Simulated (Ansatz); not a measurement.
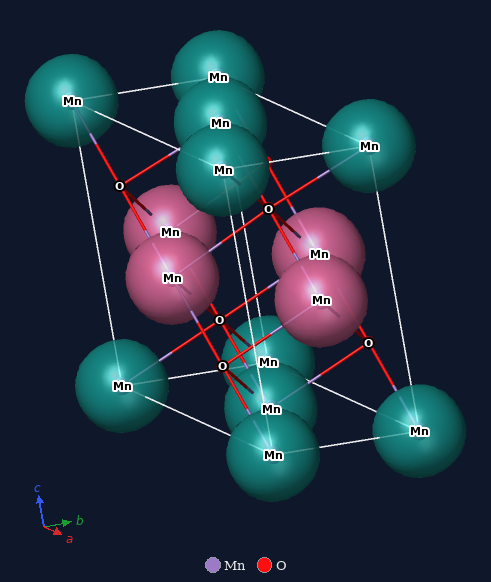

The picture shows: MnO. Isosurfaces of the spin density (up minus down) at +0.3 (teal) and −0.3 e/Å³ (pink), seen at an oblique angle. Sticks mark near contacts.

Space group Cm; started from the MnO prototype; changed on purpose from its base cell (atom 4 (O) moved 0.08 A along x); not relaxed (largest force 0.4 eV/Å); Hubbard U of 3.9 eV on Mn d only; spin-polarised.

Level of theory: DFT PBE+U, scalar-relativistic, plane waves, PAW (Ansatz 0.2.0).

Core electrons are frozen (PAW), and the valence fields are smoothed inside the atomic spheres.

```cif
data_structure
_symmetry_space_group_name_H-M 'P 1'
_symmetry_Int_Tables_number 1
_cell_length_a 5.5594
_cell_length_b 3.2097
_cell_length_c 5.4631
_cell_angle_alpha 90.000
_cell_angle_beta 109.829
_cell_angle_gamma 90.000
_cell_volume 91.70
loop_
_atom_site_label
_atom_site_type_symbol
_atom_site_fract_x
_atom_site_fract_y
_atom_site_fract_z
_atom_site_occupancy
Mn1 Mn 0.00000 0.00000 0.00000 1
Mn2 Mn 0.50000 0.50000 0.00000 1
O1 O 0.75000 0.00000 0.25000 1
O2 O 0.25000 0.50000 0.25000 1
Mn3 Mn 0.50000 0.00000 0.50000 1
Mn4 Mn 0.00000 0.50000 0.50000 1
O3 O 0.24125 0.00000 0.75899 1
O4 O 0.74125 0.50000 0.75899 1
```

Question: Which atoms carry the moments, and with what signs?

Answer: The spin density sits on Mn: +4.2 μB (×2) and −4.3 μB (×2) in one cell of 8 atoms: ferrimagnetic (opposed moments on unlike sites) in this solution. The cell of the calculation (4 atoms) carries 0.0 μB of net spin moment.
